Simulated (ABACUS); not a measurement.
## GaAs: 7 runs along one coordinate

System: GaAs (F-43m, 2 atoms in the cell).
Method: Kohn-Sham DFT of a periodic cell, PBE, PseudoDojo NC SR 0.4.1 PBE standard, no spin polarisation (ABACUS 3.10.1).

The 7 runs differ only in the geometry, by an even scaling of the cell at fixed fractional positions. The structure derives from an entry of the Crystallography Open Database.

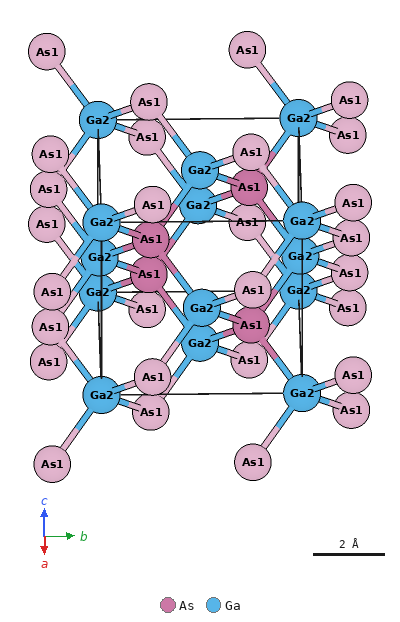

Figure 1. The structure of run 4 (ball-and-stick view of the cell 4 times as large as that of the calculation, set on its symmetry axes, seen at an oblique angle; neighbours outside the cell are drawn fainter; atoms are numbered from 1 in the order of the input).

## Input of run 4
```
INPUT_PARAMETERS
suffix              GaAs
calculation         scf
basis_type          pw
pseudo_dir          ./
symmetry            1
dft_functional      pbe
ecutwfc             84
pseudo_rcut         10
nspin               1
nbands              18
ks_solver           dav
smearing_method     fd
smearing_sigma      0.00367493
scf_thr             1e-08
scf_nmax            100
mixing_type         broyden
mixing_beta         0.7
cal_force           1
cal_stress          1
kpar                4
```

## File STRU of run 4
```
ATOMIC_SPECIES
As 74.9216 As.upf
Ga 69.7230 Ga.upf

LATTICE_CONSTANT
1.8897261246

LATTICE_VECTORS
0.0000000000 2.8268500000 2.8268500000
2.8268500000 0.0000000000 2.8268500000
2.8268500000 2.8268500000 0.0000000000

ATOMIC_POSITIONS
Direct

As
0.0
1
0.7500000000 0.7500000000 0.7500000000 1 1 1

Ga
0.0
1
0.0000000000 0.0000000000 0.0000000000 1 1 1
```

## File KPT of run 4
```
K_POINTS
0
Gamma
8 8 8 0 0 0
```

Command:
```bash
OMP_NUM_THREADS=1 mpirun -np 4 abacus > log
```

Lattice vectors (Å) and fractional positions of run 4:
```
   0.000000    2.826850    2.826850
   2.826850    0.000000    2.826850
   2.826850    2.826850    0.000000
As  0.750000  0.750000  0.750000
Ga  0.000000  0.000000  0.000000
```

Run 5 differs from it as follows:
```diff
-0.0000000000 2.8268500000 2.8268500000
-2.8268500000 0.0000000000 2.8268500000
-2.8268500000 2.8268500000 0.0000000000
+0.0000000000 2.8455714065 2.8455714065
+2.8455714065 0.0000000000 2.8455714065
+2.8455714065 2.8455714065 0.0000000000
```

## Results, with one run withheld

| run | volume per atom (Å³) | free energy per atom, from the lowest run given (meV) | pressure (GPa) | gap on the mesh (eV) |
| --- | --- | --- | --- | --- |
| 1 | 21.234 | 61.64 | 8.80 | 0.99 |
| 2 | 21.686 | 39.66 | 6.78 | 0.83 |
| 3 | 22.138 | 23.04 | 4.98 | 0.67 |
| 4 | 22.590 | 11.25 | 3.36 | 0.52 |
| 5 | 23.041 | ? | ? | ? |
| 6 | 23.493 | 0.18 | 0.64 | 0.22 |
| 7 | 23.945 | 0.00 | −0.50 | 0.09 |

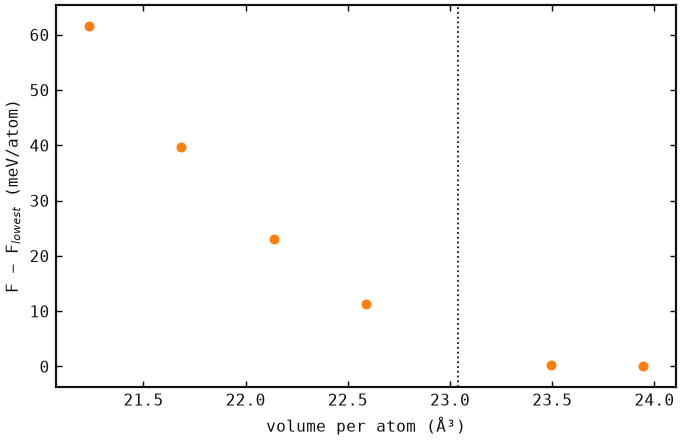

Figure 2. Free energy per atom of the runs given; the dotted line marks run 5.

Fit the runs given and predict run 5.

A cubic polynomial in V^(−2/3) (the Birch–Murnaghan form), fitted to the 6 runs given, misses them by at most 0.01 meV per atom. With x = V^(−2/3) − 0.12554 Å⁻², it reads F = 13.673 + 6298.4 x + 7.1835e+05 x² + 2.213e+06 x³ (meV per atom). At run 5 it gives 3.79 meV per atom, and the run itself gives 3.78. The slope of the fit gives a pressure −dF/dV of 1.94 GPa there, and the run prints 1.91 GPa. The fit has its minimum at 23.740 Å³ per atom, where V d²F/dV² gives 60.5 GPa: the bulk modulus at this level, since symmetry fixes the shape and the positions. The gap on the mesh goes, without turning, from 0.99 eV in run 1 to 0.09 eV in run 7; run 5 has 0.37 eV. These are gaps of this functional on this mesh, which can miss the band edges; they aren't the measured gap.

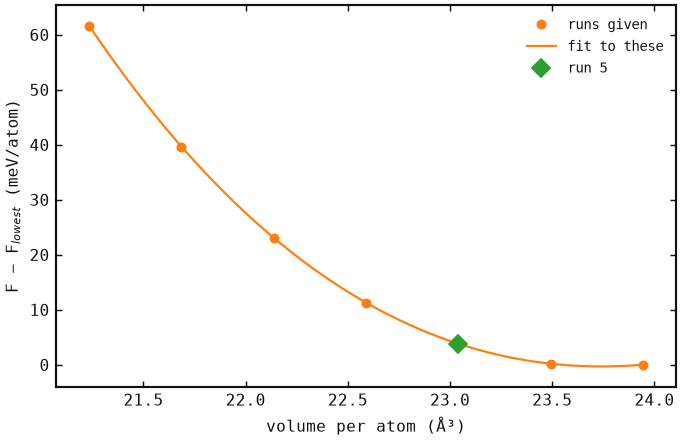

Figure 3. The fit and the withheld run.

## Some lines of the output (run 5)
```
[...]
                          Volume (Bohr^3) = 310.982
                             Volume (A^3) = 46.0827
 E_Fermi        0.6157458022         8.3776514301
 E_Fermi        0.6365430686         8.6606127551
 E_Fermi        0.6383772996         8.6855687482
 E_Fermi        0.6416839797         8.7305584386
 E_Fermi        0.6418625159         8.7329875492
 E_Fermi        0.6420341366         8.7353225677
 E_KS(sigma->0) -365.1300591488      -4967.8493155011
 E_Fermi        0.6420348758         8.7353326256
 final etot is -4967.8493573 eV
 EFERMI = 8.7353326256 eV
 TOTAL-PRESSURE: 19.086640 KBAR
 !FINAL_ETOT_IS -4967.8493573093937812 eV
```
